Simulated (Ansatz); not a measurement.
**ZnO: 5 runs along one coordinate**

System: ZnO (P6₃/mmc, 4 atoms in the cell).
Method: DFT LDA, scalar-relativistic, plane waves, PAW, no spin polarisation (Ansatz 0.2.0).

The 5 runs differ only in the geometry, by a strain of the cell at fixed fractional positions. Against run 3, the strain is εzz = η. The structure derives from a Materials Project entry.

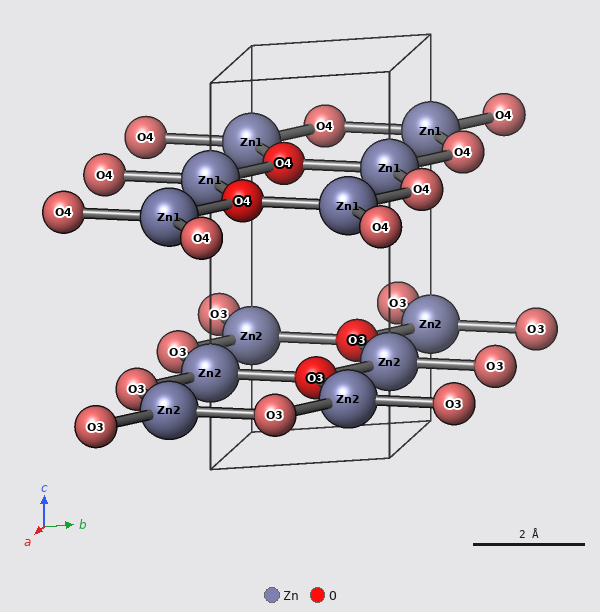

Figure 1. The structure of run 3 (ball-and-stick view of the cell of the calculation, repeated 2 × 1 × 1, seen slightly off an axis; neighbours outside the cell are drawn fainter; atoms are numbered from 1 in the order of the input).

## Input of run 3
```yaml
crystal:
  lattice:
    - [3.3866061734, 0.0, 0.0]
    - [-1.6933030867, 2.9328869788, 0.0]
    - [0.0, 0.0, 7.13044135]
  atoms:
    - { symbol: Zn, position: [0.0, 0.0, 0.75] }
    - { symbol: Zn, position: [0.0, 0.0, 0.25] }
    - { symbol: O, position: [0.3333333333, 0.6666666667, 0.25] }
    - { symbol: O, position: [0.6666666667, 0.3333333333, 0.75] }
basis:
  ecutwfc: 420
kpoints:
  mp_grid: { grid: [9, 9, 4] }
hamiltonian:
  xc: lda
scf:
  occupations: { method: gaussian, width: 0.05 }
output:
  forces: true
  stress: true
  eigenvalues: true
```

Command:
```bash
ansatz run input.yaml --threads 1 --pin off --max-ram 1228MiB --backend cpu --events-out ev --progress --plain --runs-dir out
```

Run 4 differs from it as follows:
```diff
-    - [0.0, 0.0, 7.13044135]
+    - [0.0, 0.0, 7.2373979702]
```

## Results, with one run withheld

```tsv
run	strain parameter η (%)	free energy per atom, from the lowest run given (meV)	pressure (GPa)	gap on the mesh (eV)
1	−3.0000	0.00	−14.28	0.64
2	−1.5000	3.10	−14.07	0.66
3	0.0000	6.06	−13.87	0.68
4	1.5000	?	?	?
5	3.0000	11.60	−13.46	0.73
```

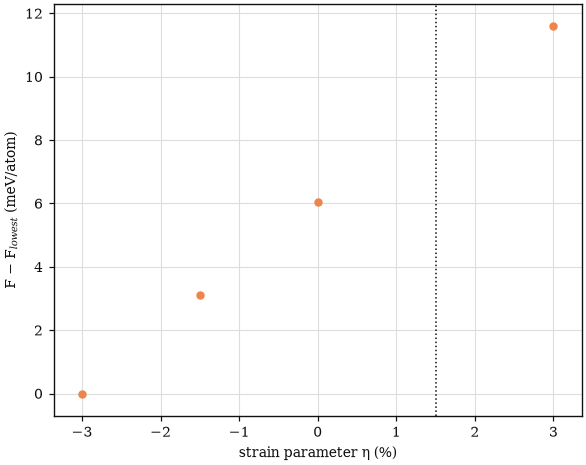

Figure 2. Free energy per atom of the runs given; the dotted line marks run 4.

What should run 4 give?

A quadratic polynomial in the coordinate, fitted to the 4 runs given, misses them by under 0.01 meV per atom. With x = η + 0.3750, it reads F = 5.3332 + 1.9549 x − 0.029091 x² (meV per atom). At run 4 it gives 8.90 meV per atom, and the run itself gives 8.87. The fit has no minimum inside this range. The gap on the mesh goes, without turning, from 0.64 eV in run 1 to 0.73 eV in run 5; run 4 has 0.71 eV. These are gaps of this functional on this mesh, which can miss the band edges; they aren't the measured gap.

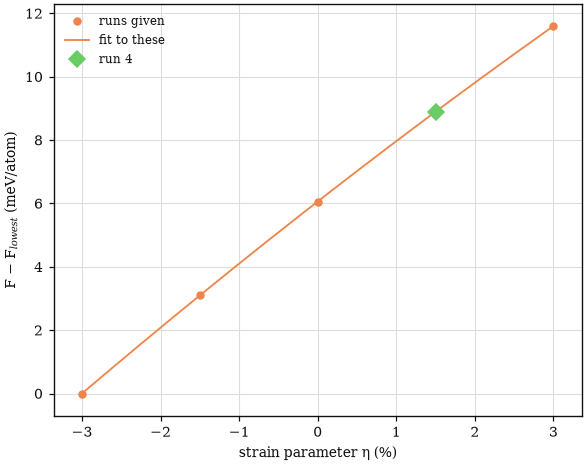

Figure 3. The fit and the withheld run.

## Output, shortened to warnings, some set-up lines, iterations and results (run 4)
```
Basis set: ecut = 420 eV, 1429 PW (Γ)
Symmetry: 24 space group operations
k-points: 36 of 324
Initial density: superposition of atomic densities (neutral atoms: chi_scale 0, normalization atom), corrected by the library's trained network
[...]
SCF iter   1: F=—  HF=-7602.159253 eV  |F-HF|=—  |Δ(HF+E_count)|=         —  Δρ=1.73e-2  dr2=2.19e-1  ethr=1.77e-3  ⟨swp⟩=5.8  Hψ=3424  notcnv=0
SCF iter   2: F=—  HF=-7602.112794 eV  |F-HF|=—  |Δ(HF+E_count)|=   4.65e-2  Δρ=5.73e-3  dr2=9.60e-3  ethr=6.08e-4  ⟨swp⟩=2.2  Hψ=1520  notcnv=0
SCF iter   3: F=—  HF=-7602.110401 eV  |F-HF|=—  |Δ(HF+E_count)|=   2.39e-3  Δρ=1.85e-3  dr2=1.78e-3  ethr=2.67e-5  ⟨swp⟩=2.0  Hψ=1403  notcnv=0
SCF iter   4: F=—  HF=-7602.110040 eV  |F-HF|=—  |Δ(HF+E_count)|=   3.61e-4  Δρ=9.27e-4  dr2=4.43e-4  ethr=4.94e-6  ⟨swp⟩=2.5  Hψ=1375  notcnv=0
SCF iter   5: F=—  HF=-7602.109808 eV  |F-HF|=—  |Δ(HF+E_count)|=   2.33e-4  Δρ=2.08e-4  dr2=5.00e-5  ethr=1.23e-6  ⟨swp⟩=2.0  Hψ=1319  notcnv=0
SCF iter   6: F=—  HF=-7602.109814 eV  |F-HF|=—  |Δ(HF+E_count)|=   6.39e-6  Δρ=5.99e-5  dr2=2.23e-6  ethr=1.39e-7  ⟨swp⟩=2.9  Hψ=1441  notcnv=0
SCF iter   7: F=—  HF=-7602.109814 eV  |F-HF|=—  |Δ(HF+E_count)|=   6.64e-9  Δρ=1.46e-5  dr2=1.65e-7  ethr=6.20e-9  ⟨swp⟩=2.6  Hψ=1445  notcnv=0
SCF iter   8: F=-7602.109814 eV  HF=-7602.109814 eV  |F-HF|=1.07e-9  |Δ(HF+E_count)|=   2.87e-8  Δρ=3.54e-6  dr2=9.61e-9  ethr=2.78e-10  ⟨swp⟩=3.9  Hψ=2584  notcnv=0
SCF 1 converged in 8 iterations: F = -7602.109814 eV  dr2 = 9.61e-9
SCF converged after 8 iterations
Free energy (F): -7602.109814 eV
Harris-Foulkes:  -7602.109814 eV  (|F-HF|=1.07e-9)
Internal energy: -7602.109814 eV  (E = F + TS)
E sigma→0 (E₀):  -7602.109814 eV
Fermi energy:    2.537504 eV
--- Per-component energies (eV) ---
  E_band       = -106.069099
  E_kinetic    = 601.315556
  E_local      = -4992.082342  (includes V_loc(G=0)·N_el)
  E_nonlocal   = 1340.560795
  E_hartree    = 2054.295341
  E_xc         = -409.494126
  E_vxc        = -285.199789  (∫ρ·V_xc dr)
  E_paw        = -3812.199213  (= ΣΔE_a)
  E_vpaw       = -879.262774  (= ΣTr[D̂ρ^β])
  E_aug_tail   = 0.004252  (compensation charges beyond the density's cutoff)
  E_ewald      = -2387.818203
  E_core_change = 3.308126  (= ΣΔE_core)
  E_smearing   = -0.000000  (= −TS)
  E_closure    = -0.000000  (closes the sum)
  Σ components = -7602.109814   (vs F -7602.109814, Δ=0.00e0)
--- Forces (eV/Å), atoms counted from 1 ---
  atom   1  Zn     0.00000000     0.00000000    -0.00000000
  atom   2  Zn     0.00000000    -0.00000000     0.00000000
  atom   3  O      0.00000000     0.00000000     0.00000000
  atom   4  O     -0.00000000    -0.00000000    -0.00000000
  max |Σ_I F_I| component: 2.13e-16 eV/Å
--- Stress (GPa, compression-positive) ---
      -19.655934       0.000000       0.000000
        0.000000     -19.655934       0.000000
        0.000000       0.000000      -1.670078
  P = ⅓ Tr σ = -13.6606 GPa (-136.606 kbar)
```
